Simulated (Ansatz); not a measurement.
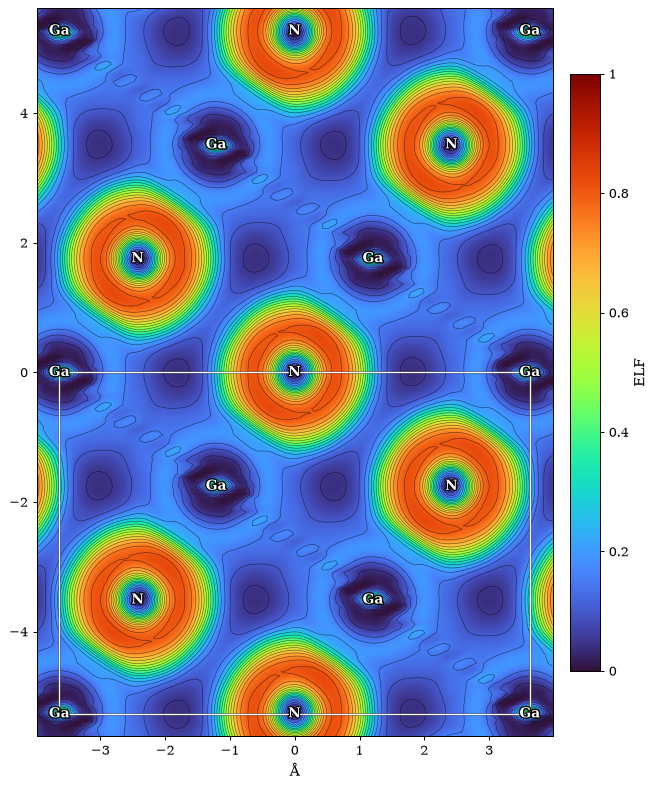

The picture shows: GaN. Electron localisation function on the (110) plane of the conventional cell.

Space group R-3m; started from the rocksalt prototype, which need not be the ambient phase; changed on purpose from its base cell (epitaxial 111 strain +2.0%).

The calculation used Ansatz, DFT, PBE, plane waves, PAW.

Question: What does the map show?

Answer:
- The plane passes through Ga and N nuclei.
- Ga–N (2.13 Å): the ELF peaks at about 0.85 in the valence shell of N, 0.7 Å from its nucleus, and is about 0.35 at the midpoint.
- The features right at Ga lie inside the PAW spheres, where the map follows smoothed inner orbitals and isn't to be read closely.

Question: Metal or insulator at this level of theory?

Answer: It is gapped, with a Kohn–Sham gap of 0.34 eV on the k-point mesh (the band edges may lie off the mesh, which would make the gap smaller).
